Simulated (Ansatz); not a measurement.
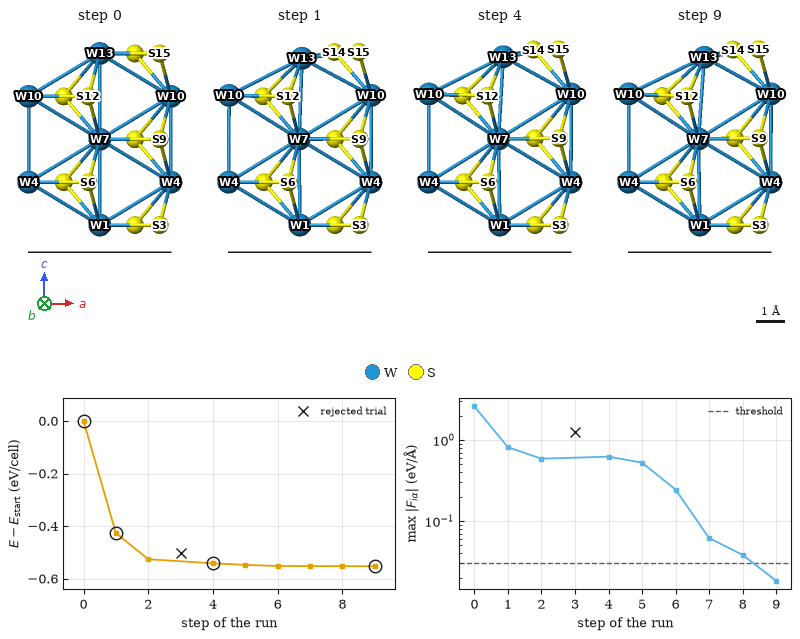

Frames of a constrained relaxation of a slab of composition WS2 (cut from the R3m phase), marked on the history of the run. Style: ball-and-stick. Shown: the cell of the calculation, outlined in the plane, without the vacuum (origin shifted), along the b axis.

Case: clean slab, lower half held. The slab is the (1 1 0) face of WS2. 6 atoms are held fixed.

Method: Ansatz, DFT PBE+D3(BJ), scalar-relativistic, plane waves, PAW. (plane-wave cutoff 420 eV; k-point mesh 5 × 5 × 1; occupations gaussian; smearing width 0.05 eV; no spin polarisation; dipole correction; atoms relaxed in a fixed cell; force threshold 0.03 eV/Å; at most 70 steps)

Describe the path.

Answer. A W atom moves most: 0.22 Å at 51° to the normal (−c side). By element the largest moves are W 0.22 Å, S 0.16 Å. The cell doesn't change. Among the contacts that change: W–W 3.157 → 2.903 Å, W–W 3.157 → 3.015 Å, S–W 2.407 → 2.272 Å, W–W 3.157 → 3.249 Å. Among the angles between lasting bonds that change: W–S–W 81.9° → 75.2°, W–S–W 81.9° → 77.0°, W–S–W 82.0° → 84.1°. Over 8 accepted moves (9 points after the start) the energy falls by 0.552 eV per cell of the calculation. The largest force component goes from 2.6 to 0.018 eV/Å. The line search rejected the trial step at point 3 of the run. Cost: 2.3 min on 4 threads of Intel(R) Xeon(R) Platinum 8375C CPU @ 2.90GHz (Ice Lake), on a shared host, peak memory 1.9 GiB. From step 0 to 1: a W atom moves most (0.19 Å), energy −0.427 eV per cell of the calculation. From step 1 to 4: an S atom moves most (0.10 Å), energy −0.115 eV per cell of the calculation. From step 4 to 9: a W atom moves most (0.04 Å), energy −11.1 meV per cell of the calculation.

```tsv
step	E − E(0), meV/atom	largest force component, eV/Å	note
0	0.00	2.5973	
1	-28.45	0.8160	
2	-35.06	0.5886	
3	-33.42	1.2475	rejected
4	-36.10	0.6238	
5	-36.50	0.5262	
6	-36.77	0.2445	
7	-36.80	0.0617	
8	-36.82	0.0382	
9	-36.83	0.0183
```
